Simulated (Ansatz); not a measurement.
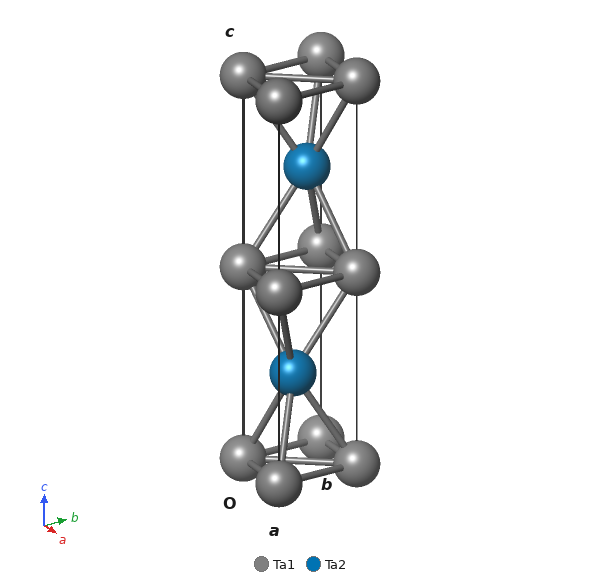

One unit cell; atoms that symmetry makes equivalent share a colour (atoms on faces, edges and corners are repeated). Crystal: Ta, the geometry relaxed with DFT r2SCAN, scalar-relativistic, plane waves, PAW (Ansatz 0.2.0); the starting structure was generated, so it need not be a known form of this composition. The drawing is computed from the coordinates (standard cell, symmetry found to 0.002 Å).

a = 2.935 Å, b = 2.935 Å, c = 9.952 Å, α = 90.00°, β = 90.00°, γ = 120.00°; space group P6_3/mmc (No. 194).

One atom of each site: Ta1 (0, 0, 0); Ta2 (1/3, 2/3, 3/4).

Q: Give the multiplicity, Wyckoff letter and site symmetry of each site.

A:
| site | Wyckoff | symmetry |
| --- | --- | --- |
| Ta1 | 2a | -3m. |
| Ta2 | 2d | -6m2 |

Q: How many free positional parameters does the structure have?

A: 0: Ta1 0, Ta2 0.
